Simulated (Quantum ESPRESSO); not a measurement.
**A series of single points on TaAs**

System: TaAs (I4₁md, 4 atoms in the cell).
Method: Kohn-Sham DFT of a periodic cell, PBEsol, GBRV 1.5 PBEsol, no spin polarisation (Quantum ESPRESSO 7.5).

The 7 runs differ only in the geometry, by an even scaling of the cell at fixed fractional positions. The structure derives from a Materials Project entry.

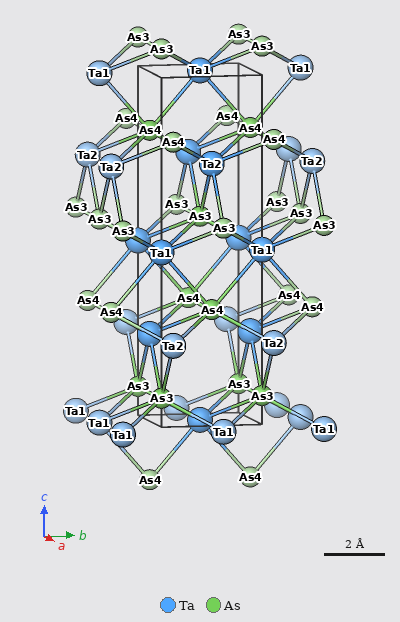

Figure 1. The structure of run 4 (ball-and-stick view of the cell 2 times as large as that of the calculation, set on its symmetry axes, seen slightly off an axis; neighbours outside the cell are drawn fainter; atoms are numbered from 1 in the order of the input).

### Input of run 4
```
&CONTROL
  calculation = 'scf'
  prefix = 'pwscf'
  outdir = './tmp'
  pseudo_dir = './pseudo'
  tstress = .true.
  disk_io = 'nowf'
/
&SYSTEM
  ibrav = 0
  nat = 4
  ntyp = 2
  ecutwfc = 56
  ecutrho = 448
  nbnd = 26
  occupations = 'smearing'
  smearing = 'fd'
  degauss = 0.00367493
/
&ELECTRONS
  conv_thr = 8d-10
  electron_maxstep = 120
  mixing_beta = 0.5
/
ATOMIC_SPECIES
Ta   180.9479 ta_pbesol_v1.uspp.F.UPF
As    74.9216 as_pbesol_v1.uspp.F.UPF
CELL_PARAMETERS angstrom
  -1.7218133622    1.7218133622    5.8679415361
   1.7218133622   -1.7218133622    5.8679415361
   1.7218133622    1.7218133622   -5.8679415361
ATOMIC_POSITIONS crystal
Ta     0.4999673000    0.4999673000    0.0000000000
Ta     0.2499673000    0.7499673000    0.5000000000
As     0.0826321200    0.0826321200    0.0000000000
As     0.8326321200    0.3326321200    0.5000000000
K_POINTS automatic
11 11 11 0 0 0
```

Command:
```bash
OMP_NUM_THREADS=1 mpirun -n 2 pw.x -nk 2 -in pw.in > pw.out
```

Lattice vectors (Å) and fractional positions of run 4:
```
  -1.721813    1.721813    5.867942
   1.721813   -1.721813    5.867942
   1.721813    1.721813   -5.867942
Ta  0.499967  0.499967 -0.000000
Ta  0.249967  0.749967  0.500000
As  0.082632  0.082632  0.000000
As  0.832632  0.332632  0.500000
```

Run 2 differs from it as follows:
```diff
-  -1.7218133622    1.7218133622    5.8679415361
-   1.7218133622   -1.7218133622    5.8679415361
-   1.7218133622    1.7218133622   -5.8679415361
+  -1.6985427614    1.6985427614    5.7886353071
+   1.6985427614   -1.6985427614    5.7886353071
+   1.6985427614    1.6985427614   -5.7886353071
```

### Results, with one run withheld

```tsv
run	volume per atom (Å³)	free energy per atom, from the lowest run given (meV)	pressure (GPa)
1	16.353	21.74	9.58
2	16.700	?	?
3	17.048	0.00	0.63
4	17.396	2.70	−3.16
5	17.744	13.19	−6.55
6	18.092	30.66	−9.59
7	18.440	54.37	−12.31
```

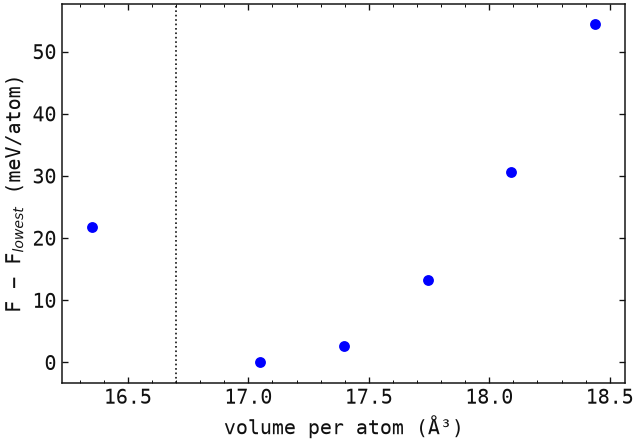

Figure 2. Free energy per atom of the runs given; the dotted line marks run 2.

Fit the runs given and predict run 2.

A cubic polynomial in V^(−2/3) (the Birch–Murnaghan form), fitted to the 6 runs given, misses them by under 0.01 meV per atom. With x = V^(−2/3) − 0.14842 Å⁻², it reads F = 4.7703 − 4463.2 x + 1.0129e+06 x² + 1.6802e+06 x³ (meV per atom). At run 2 it gives 6.03 meV per atom, and the run itself gives 6.01. The slope of the fit gives a pressure −dF/dV of 4.93 GPa there, and the run prints 4.86 GPa. The two needn't agree exactly: the fit is approximate, and the printed stress is taken on a finite basis. The fit has its minimum at 17.109 Å³ per atom, where V d²F/dV² gives 193 GPa. Cell shape and fractional positions are held, so this is the stiffness under even scaling; the relaxed bulk modulus wasn't computed.

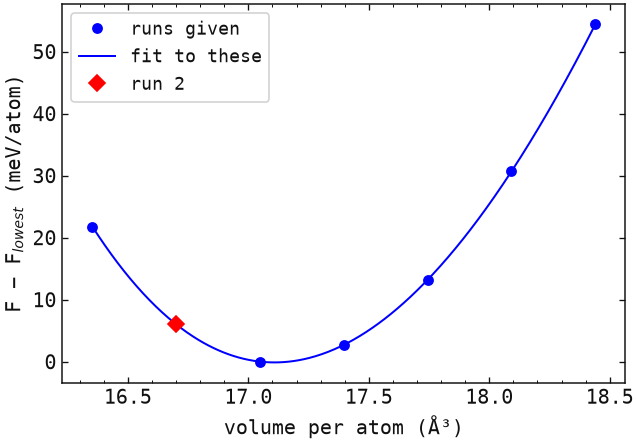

Figure 3. The fit and the withheld run.

### Some lines of the output (run 2)
```
[...]
     number of k points=   126  Fermi-Dirac smearing, width (Ry)=  0.0037
     total energy              =    -363.63166516 Ry
     total energy              =    -363.64465663 Ry
     total energy              =    -363.64612984 Ry
     total energy              =    -363.64617703 Ry
     total energy              =    -363.64620268 Ry
     total energy              =    -363.64620693 Ry
     total energy              =    -363.64620701 Ry
     total energy              =    -363.64620704 Ry
     the Fermi energy is    15.6789 ev
!    total energy              =    -363.64620704 Ry
     The total energy is F=E-TS. E is the sum of the following terms:
     Computing stress (Cartesian axis) and pressure
          total   stress  (Ry/bohr**3)                   (kbar)     P=       48.61
```

Notes on the run: negative rho. Spin–orbit coupling is left out, which matters for Ta.
